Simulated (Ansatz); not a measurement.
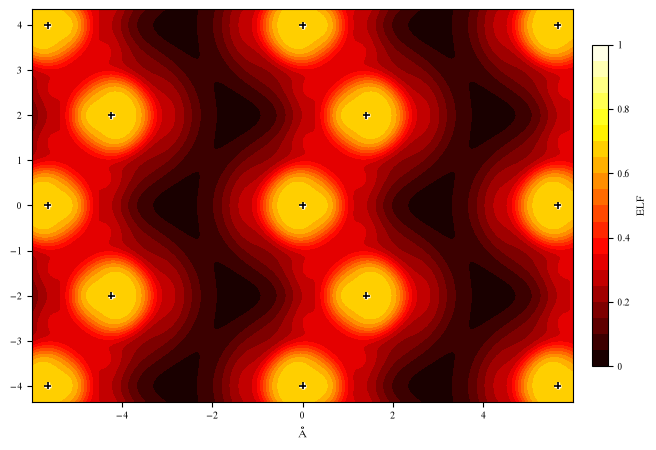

The electron localisation function on a plane through atoms (crosses mark nuclei in the plane).

Computed with Ansatz, DFT, m-r2SCAN, plane waves (500 eV) with PAW, scalar-relativistic.

Candidates:
A. Pt, a = 5.65 Å, b = 5.65 Å, c = 5.65 Å, α = 90.00°, β = 90.00°, γ = 90.00°. Space group Fd-3m; set up as Pt, diamond; a generated structure, not necessarily the stable one; changed on purpose from its base cell (volume × 0.96); computed pressure about 6 GPa in this cell; the program warned that a starting moment wasn't kept; spin-polarised, but the moments vanished.
B. Co, a = 2.74 Å, b = 2.74 Å, c = 2.74 Å, α = 90.00°, β = 90.00°, γ = 90.00°. Space group Im-3m; set up as Co, bcc; a generated structure, not necessarily the stable one; changed on purpose from its base cell (volume × 0.96); computed pressure about 10 GPa in this cell; spin-polarised.

### Which candidate gave the map?

Candidate A: Pt on the (011) plane of the conventional cell, which holds Pt. Pt–Pt (2.45 Å): the ELF is about 0.30 at the midpoint.
